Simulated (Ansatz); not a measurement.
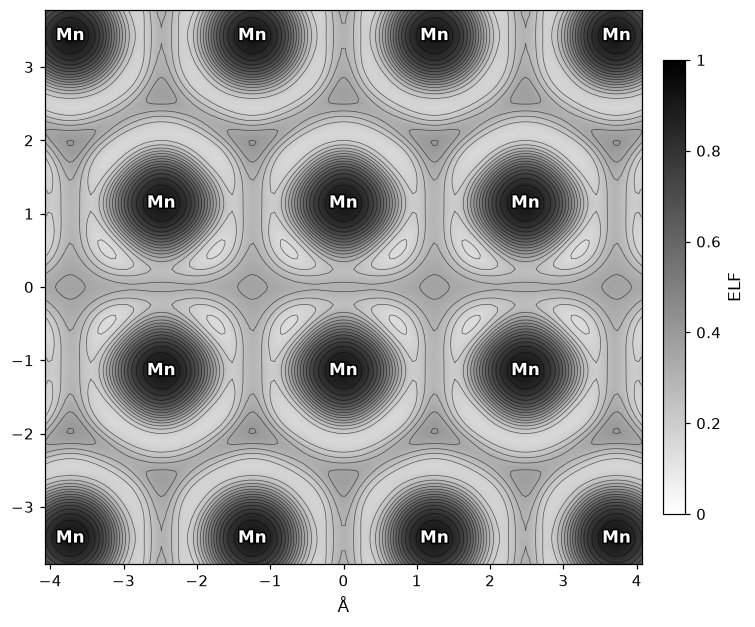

Figure. Mn. ELF on the (110) plane of the conventional cell.

Space group P6/mmm; set up as Mn, omega (AlB2-type); a generated structure, not necessarily the stable one; changed on purpose from its base cell (volume × 1.08); computed pressure about −20 GPa in this cell; computed without spin polarisation.

All numbers below come from DFT, PBEsol, plane waves (420 eV) with PAW, scalar-relativistic in Ansatz 0.2.0.

In a PAW calculation such maps are meaningful between the atoms, not at the nuclei.

What does the map show?

Answer. The plane passes through Mn nuclei.
Mn–Mn (2.28 Å): the ELF is about 0.30 at the midpoint.
Mn–Mn (2.48 Å): the ELF is about 0.30 at the midpoint (no localised pair shows between them).
The features right at Mn lie inside the PAW spheres, where the map follows smoothed inner orbitals and isn't to be read closely.

Does the calculation make it a metal, or give it a gap?

Answer. It is gapless in this calculation (a metal or semimetal).
